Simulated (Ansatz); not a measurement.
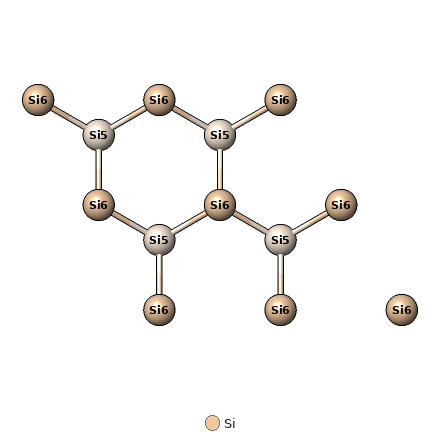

The system is N₂ on a Si(001) slab cut from the P6_3/mmc phase, its upper half relaxed before the scan (6 atoms of substrate and one adsorbate in a 1 × 1 cell); the picture shows it without the atoms that are moved over the map. 
- N2 is moved over the surface cell at a fixed height above a rigid substrate; the origin of the map has the adsorbate above Si6; the height is held at 3.70 Å.
- Places are given modulo a cell vector. The map is drawn in real space over the plane of the surface.
- The grid has 6 × 6 points; 10 points were computed and 26 follow by symmetry.
- All energies are given in meV relative to the lowest grid point.
- With one adsorbate in each 1 × 1 cell, its nearest image is 3.8 Å away, so neighbouring adsorbates interact. At a fixed height the lowest place need not be the adsorption site.
- These are results of DFT PBE+D3(BJ), scalar-relativistic, plane waves, PAW (Ansatz), not measurements. Settings: cutoff 420 eV, k-mesh 9×9×1, gaussian smearing 0.05 eV, no spin polarisation.

Range: position of N7 along the first surface vector from 0.000 to 0.833; position of N7 along the second surface vector from 0.000 to 0.833.

**Predict the map.**

The lowest grid point is at a threefold hollow, (4/6, 2/6) of the cell vectors. A higher local minimum lies near a threefold hollow over a second-layer Si atom, (2/6, 4/6) of the cell vectors (1.2 meV above the lowest at that grid point). The highest grid point, the top site over a surface Si atom, (0/6, 0/6) of the cell vectors, lies 18.6 meV above the lowest. On the interpolated surface the easiest way out of the lowest well to the well at a threefold hollow over a second-layer Si atom, (2/6, 4/6) of the cell vectors passes a barrier of about 2.2 meV.

| second ↓, first → | 0/6 | 1/6 | 2/6 | 3/6 | 4/6 | 5/6 |
| --- | --- | --- | --- | --- | --- | --- |
| 5/6 | 14.1 | 8.1 | 2.7 | 2.7 | 8.1 | 14.1 |
| 4/6 | 5.8 | 2.7 | 1.2 | 2.7 | 5.8 | 7.6 |
| 3/6 | 2.1 | 2.7 | 2.7 | 2.1 | 1.8 | 1.8 |
| 2/6 | 5.8 | 8.1 | 5.8 | 1.8 | 0.0 | 1.8 |
| 1/6 | 14.1 | 14.1 | 7.6 | 1.8 | 1.8 | 7.6 |
| 0/6 | 18.6 | 14.1 | 5.8 | 2.1 | 5.8 | 14.1 |

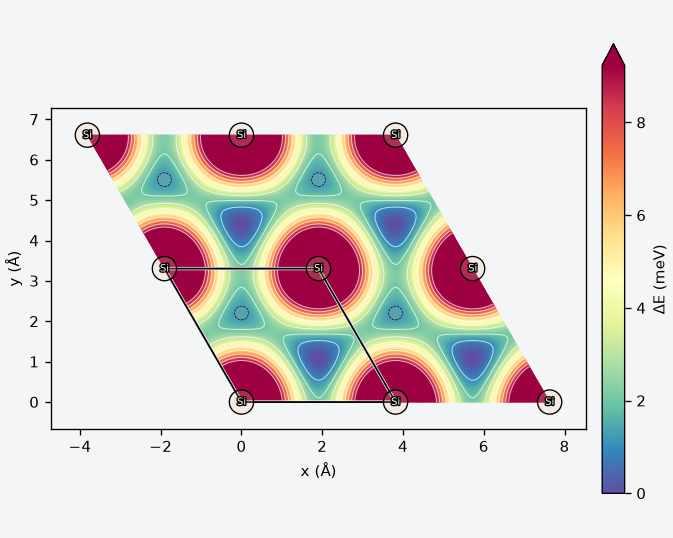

Drawn: a smooth colour map with a few white contour lines, labelled circles for the atoms of the top layer and small ones for the second layer, the outline of one cell of the 2 × 2 shown, one colour for all values above the top of the scale. Between grid points the surface is interpolated.

Each point was launched as `ansatz run input.yaml --threads 1 --pin off --max-ram 3072MiB --backend cpu --events-out ev --progress --plain --runs-dir out`. The whole map (10 points run) took 4.2 min on 1 thread of Arm Neoverse V2, on a shared host.

PAW datasets: the set soft_1.
